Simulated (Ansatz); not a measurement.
## W3Si: single-point calculation

- system: W3Si (I4mm, 8 atoms in the cell)
- method: DFT PBE, scalar-relativistic, plane waves, PAW, no spin polarisation (Ansatz 0.2.0)

The structure derives from a Materials Project entry. It belongs to a series of runs on one base structure; here: mode 22 (249.2 1/cm) frozen in, largest displacement +0.125 A. Figures and captions count atoms from 1; the log counts them from 0 in places.

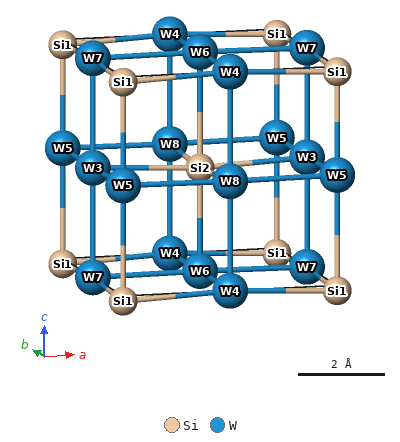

The input geometry (ball-and-stick view of the cell of the calculation, set on other vectors, seen slightly off an axis; atoms are numbered from 1 in the order of the input). An atom can appear more than once, as a periodic image. Near neighbours in the periodic cell (some may lie outside the picture): Si has 6 W at 2.46 to 2.75 Å; W has 2 Si at 2.46 to 2.75 Å and 4 W at 2.60 Å.

## Input file
```yaml
crystal:
  lattice:
    - [0.0, -5.2075323816, 0.0]
    - [-5.2075323816, 0.0, 0.0]
    - [0.0, 0.0, -5.2075323816]
  atoms:
    - { symbol: Si, position: [-0.0240036914, 0.0, 0.0] }
    - { symbol: Si, position: [0.4759963086, 0.5, 0.5] }
    - { symbol: W, position: [0.4996205845, 0.5, 0.0] }
    - { symbol: W, position: [0.9996205845, 1.0, 0.5] }
    - { symbol: W, position: [0.5044258439, 0.0, 0.0] }
    - { symbol: W, position: [0.0044258439, 0.5, 0.5] }
    - { symbol: W, position: [-0.0003794155, 0.5, 0.0] }
    - { symbol: W, position: [0.4996205845, 0.0, 0.5] }
basis:
  ecutwfc: 420
kpoints:
  mp_grid: { grid: [10, 10, 10] }
hamiltonian:
  xc: pbe
scf:
  occupations: { method: gaussian, width: 0.15 }
output:
  forces: true
  stress: true
  eigenvalues: true
  write_density: true
  write_potential: true
  elf: true
  volumetric_format: npy
```

Machine: 2 threads of Arm Neoverse V2, 24 GiB of memory available, shared host.

Run as:
```bash
ansatz run input.yaml --threads 2 --pin off --max-ram 5120MiB --backend cpu --events-out ev --progress --plain --runs-dir out
```

## The program's output
```
Engine: ansatz 0.2.0, aarch64-unknown-linux-gnu
Pseudopotentials: kind: paw
Pseudopotential: Si, paw, valence charge 4, recommended cutoff 420 eV (normal), Si.paw.azcp
Pseudopotential: W, paw, valence charge 14, recommended cutoff 420 eV (normal), W.paw.azcp
Functional definition: PBE
  parameter kappa = 0.804
  parameter beta = 0.06672455060314922
  exchange = pbe_x(kappa = kappa, mu = beta*pi^2/3)
  correlation = pbe_c(beta = beta)
Crystal: 8 atoms, lattice volume = 141.220 Å³
Basis set: ecut = 420 eV, 2777 PW (Γ), exchange–correlation on 72×72×72 points (8 copies of the dense FFT grid, shifted against one another)
Bands: 56, of which v1, the nominal top of the filled ones, is band 46 counted from 1 (45 counted from 0)
Symmetry: 16 space group operations
Space group: I4mm (ITA 107), of the structure as read, at distance tolerance 5.2e-5 Å
k-points: 126 of 1000 (time reversal used)
Non-local potential: Si, projectors of the file, l = 0: 2, l = 1: 2, l = 2: 2
Non-local potential: W, projectors of the file, l = 0: 3, l = 1: 2, l = 2: 2, l = 3: 1
PAW form: soft (Blöchl's): semilocal exchange-correlation on the pseudo side does not see the compensation charge
PAW one-centre angular grid: Si, 110 points (default); XC on 64 Gauss nodes
PAW one-centre angular grid: W, 590 points (default); XC on 64 Gauss nodes
Initial density: superposition of atomic densities (neutral atoms: chi_scale 0, normalization atom), corrected by the library's trained network
Initial wavefunctions: pseudopotential atomic-orbital guess
Functional: x = pbe(κ = 0.804, μ = 0.2195149727645171), c = pbe(β = 0.06672455060314922)
SCF iter   1: F=—  HF=-63569.709514 eV  |F-HF|=—  |Δ(HF+E_count)|=         —  Δρ=5.48e-3  dr2=4.56e-2  ethr=1.77e-3  ⟨swp⟩=5.4  Hψ=26811  notcnv=0
preconditioner: auto → Kerker (q_TF=auto, 2.540 Å⁻¹)  [metal: Δε(μ)=0.002 eV  Ē_g=4.609 eV  σ=0.150 eV  W_gap=0.01  n_scr=32 (ndim 8)  ℏωp=20.7 eV  f_vac=0.000  D(μ)=9.59/eV (n_scr^D=92)]
SCF iter   2: F=—  HF=-63569.703693 eV  |F-HF|=—  |Δ(HF+E_count)|=   5.82e-3  Δρ=3.10e-3  dr2=1.47e-2  ethr=4.95e-5  ⟨swp⟩=1.0  Hψ=8192  notcnv=0  defer=1
SCF iter   3: F=—  HF=-63569.701843 eV  |F-HF|=—  |Δ(HF+E_count)|=   1.85e-3  Δρ=2.81e-4  dr2=6.92e-5  ethr=1.60e-5  ⟨swp⟩=2.0  Hψ=9686  notcnv=0  defer=1
SCF iter   4: F=—  HF=-63569.701667 eV  |F-HF|=—  |Δ(HF+E_count)|=   1.76e-4  Δρ=5.47e-5  dr2=4.31e-6  ethr=7.52e-8  ⟨swp⟩=2.0  Hψ=12346  notcnv=0  defer=1
SCF iter   5: F=—  HF=-63569.701667 eV  |F-HF|=—  |Δ(HF+E_count)|=   1.42e-7  Δρ=1.04e-5  dr2=1.02e-7  ethr=4.68e-9  ⟨swp⟩=2.0  Hψ=9632  notcnv=0  defer=1
SCF iter   6: F=-63569.701667 eV  HF=-63569.701667 eV  |F-HF|=1.23e-9  |Δ(HF+E_count)|=   3.08e-8  Δρ=1.95e-6  dr2=3.81e-9  ethr=1.09e-10  ⟨swp⟩=12.6  Hψ=47155  notcnv=0
SCF 1 converged in 6 iterations: F = -63569.701667 eV  dr2 = 3.81e-9
  greatest PAW one-centre occupation: 1.000 electrons in one spin orbital (limit 2), on the W atom at site 5 (counted from 0), in its partial waves of l = 0
```

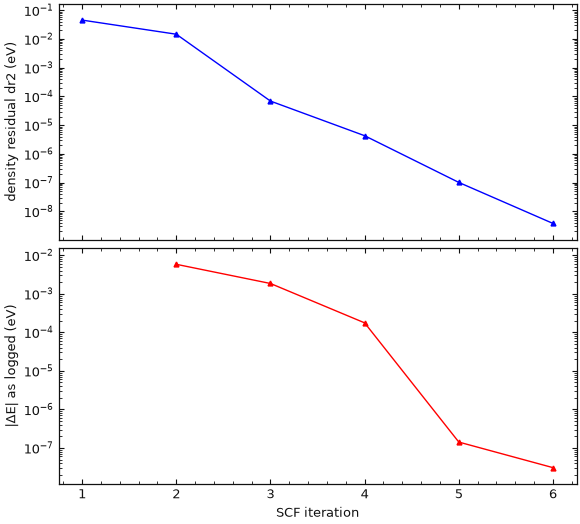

Convergence of the self-consistent field: density residual dr2 and size of the energy change against the SCF iteration. The residual falls at every step.

```
SCF converged after 6 iterations
Free energy (F): -63569.701667 eV
Harris-Foulkes:  -63569.701667 eV  (|F-HF|=1.23e-9)
Internal energy: -63569.593639 eV  (E = F + TS)
E sigma→0 (E₀):  -63569.647653 eV
Entropy (-TS):   -0.108027 eV (-13.503 meV/atom)
Fermi energy:    16.740952 eV
--- Per-component energies (eV) ---
  E_band       = -860.705277
  E_kinetic    = 2773.711245
  E_local      = -5358.395676  (includes V_loc(G=0)·N_el)
  E_nonlocal   = 69.860742
  E_hartree    = 1963.692378
  E_xc         = -1704.214160
  E_vxc        = -1516.385513  (∫ρ·V_xc dr)
  E_paw        = -52402.889672  (= ΣΔE_a)
  E_vpaw       = -756.879443  (= ΣTr[D̂ρ^β])
  E_aug_tail   = -0.000347  (compensation charges beyond the density's cutoff)
  E_ewald      = -8911.358149
  E_smearing   = -0.108027  (= −TS)
  E_closure    = -0.000000  (closes the sum)
  Σ components = -63569.701667   (vs F -63569.701667, Δ=0.00e0)
--- Forces (eV/Å), atoms counted from 1 ---
  atom   1  Si     0.00000000    -0.90689944     0.00000000
  atom   2  Si     0.00000000    -0.90689944     0.00000000
  atom   3  W      0.00000000    -0.07743415    -0.00000000
  atom   4  W      0.00000000    -0.07743415    -0.00000000
  atom   5  W      0.00000000     1.06176808    -0.00000000
  atom   6  W      0.00000000     1.06176808    -0.00000000
  atom   7  W      0.00000000    -0.07743415     0.00000000
  atom   8  W      0.00000000    -0.07743415     0.00000000
  max |Σ_I F_I| component: 7.00e-7 eV/Å
--- Stress (GPa, compression-positive) ---
        0.114393       0.000000       0.000000
        0.000000       2.648761       0.000000
        0.000000       0.000000       0.114393
  P = ⅓ Tr σ = 0.9592 GPa (9.592 kbar)
--- Band table (eV; the first three rows and the last of 126) ---
  k-point 0: bands = ["-57.1657", "-57.1177", "-57.0994", "-57.0092", "-56.9885", "-56.9461", "-22.0224", "-22.0157", "-22.0157", "-21.9838", "-21.9754", "-21.9754", "-21.4410", "-21.4410", "-21.4156", "-21.4035", "-21.4035", "-21.3793", "-20.6350", "-20.6293", "-20.6264", "-20.6264", "-20.6211", "-20.6211", "6.3883", "7.9022", "12.0710", "12.0710", "12.0999", "12.1000", "12.1012", "12.1913", "12.9533", "12.9587", "13.4024", "13.6307", "13.6307", "13.7416", "14.0316", "14.1091", "14.1091", "16.2484", "16.4572", "16.4572", "16.7348", "16.7781", "17.1943", "17.4055", "17.8833", "17.8833", "17.8846", "18.6826", "18.6829", "18.6829", "20.2924", "20.2924"]
  k-point 1: bands = ["-57.1640", "-57.1178", "-57.0975", "-57.0093", "-56.9901", "-56.9479", "-22.0209", "-22.0141", "-21.9860", "-21.9842", "-21.9757", "-21.9448", "-21.4420", "-21.4407", "-21.4153", "-21.4049", "-21.4024", "-21.3806", "-20.6621", "-20.6563", "-20.6351", "-20.6296", "-20.6265", "-20.6215", "6.4529", "7.9289", "11.9698", "12.0909", "12.0945", "12.1465", "12.2146", "12.2150", "12.9600", "13.0435", "13.4467", "13.5058", "13.5475", "13.7267", "13.9236", "14.2310", "14.2373", "15.7451", "16.2755", "16.4517", "16.7339", "17.0335", "17.3155", "17.8968", "17.9262", "17.9292", "17.9899", "18.6452", "18.6560", "18.6619", "20.1507", "20.1606"]
  k-point 2: bands = ["-57.1592", "-57.1192", "-57.0911", "-57.0116", "-56.9926", "-56.9530", "-22.0166", "-22.0096", "-21.9852", "-21.9768", "-21.9004", "-21.8552", "-21.4450", "-21.4396", "-21.4141", "-21.4089", "-21.3987", "-21.3842", "-20.7648", "-20.7570", "-20.6353", "-20.6307", "-20.6267", "-20.6225", "6.6405", "7.9883", "11.6466", "12.1169", "12.1659", "12.2651", "12.2697", "12.5004", "12.9741", "13.2834", "13.3054", "13.3795", "13.6003", "13.6429", "13.7122", "14.5341", "14.5412", "15.0089", "16.2709", "16.4434", "16.7095", "17.2199", "17.5427", "17.9441", "18.0020", "18.0402", "18.4382", "18.4505", "18.5996", "18.9591", "19.8621", "19.8734"]
  k-point 125: bands = ["-57.0646", "-57.0646", "-57.0646", "-57.0646", "-57.0353", "-57.0353", "-21.4811", "-21.4811", "-21.4104", "-21.4104", "-21.3936", "-21.3936", "-21.3563", "-21.3563", "-21.3515", "-21.3515", "-21.3515", "-21.3515", "-21.3240", "-21.3240", "-21.3091", "-21.3091", "-21.3091", "-21.3091", "9.1011", "9.1011", "11.4885", "11.4885", "11.4885", "11.4885", "11.5355", "11.5355", "15.3679", "15.3679", "15.3972", "15.3972", "15.3972", "15.3972", "15.7905", "15.7905", "15.7990", "15.7990", "15.7990", "15.7990", "15.9085", "15.9085", "16.6781", "16.6781", "16.6817", "16.6817", "17.7200", "17.7200", "17.7200", "17.7200", "17.7254", "17.7254"]
```

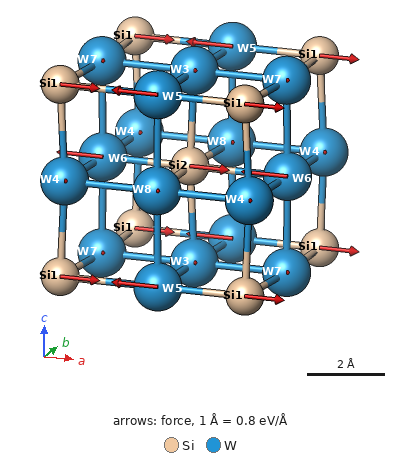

Forces on the atoms as red arrows (ball-and-stick view of the cell of the calculation, seen slightly off an axis; atoms are numbered from 1 in the order of the input). The largest act on W5, W6 (1.06 eV/Å); Si1, Si2 (0.91 eV/Å). The geometry is not a stationary point of this energy.

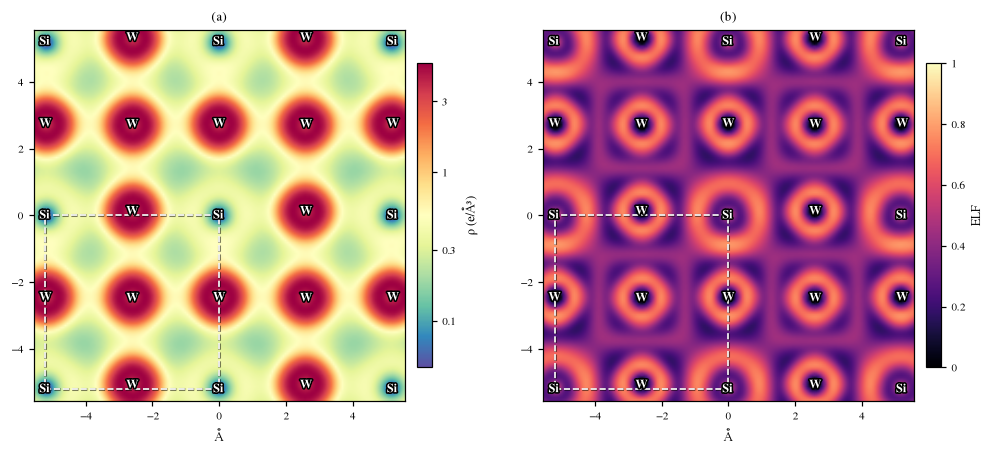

(a) valence electron density; (b) ELF on the (010) plane of the conventional cell. Si–W (2.46 Å): ρ is about 0.54 e/Å³ halfway; the ELF is about 0.55 at the midpoint. W–W (2.60 Å): ρ is about 0.55 e/Å³ halfway; the ELF is about 0.45 at the midpoint; no shared electron pair. Si–W (2.61 Å): ρ is about 0.4 e/Å³ halfway; the ELF is about 0.45 at the midpoint. Si–W (2.75 Å): ρ is about 0.31 e/Å³ halfway; the ELF is about 0.40 at the midpoint. Away from the nuclei the density in this plane falls to 0.18 e/Å³ at its lowest. The strong features right at W lie inside the PAW spheres (semicore, d or f shells) and say nothing about bonding. Core electrons are frozen (PAW), so the fields are smoothed inside the atomic spheres.

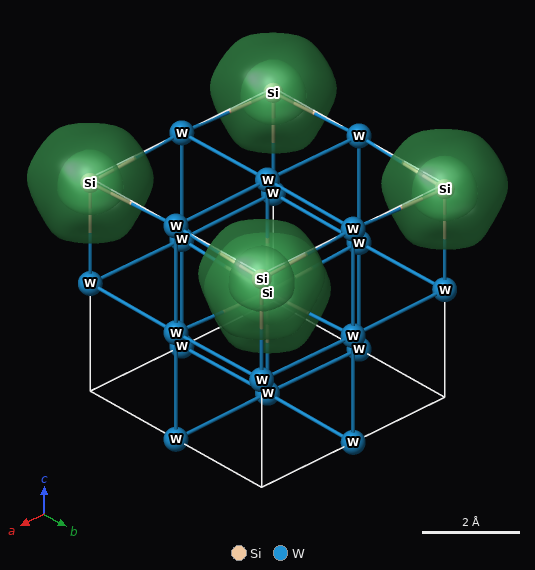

Isosurface of the ELF at 0.55 (green), seen at an oblique angle. Core shells and regions of very low density are left out. Sticks mark near contacts. The outline is the cell set on symmetry axes. Values along the shortest contacts: Si–W (2.46 Å): the ELF is about 0.55 at the midpoint. W–W (2.60 Å): the ELF is about 0.45 at the midpoint (no shared electron pair).

## Summary

```csv
quantity,value
outcome,converged
space group (tolerance 0.01 Å),I4mm (107)
electrons treated,92
free energy,−63569.7017 eV
Fermi energy,16.741 eV
gap on the k-point mesh,none (metallic)
pressure,0.96 GPa
largest force (length of the vector),1.062 eV/Å
wall time,45 s (CPU time 89 s)
peak memory,0.86 GiB
```

## Notes

Spin–orbit coupling is left out, which matters for W.
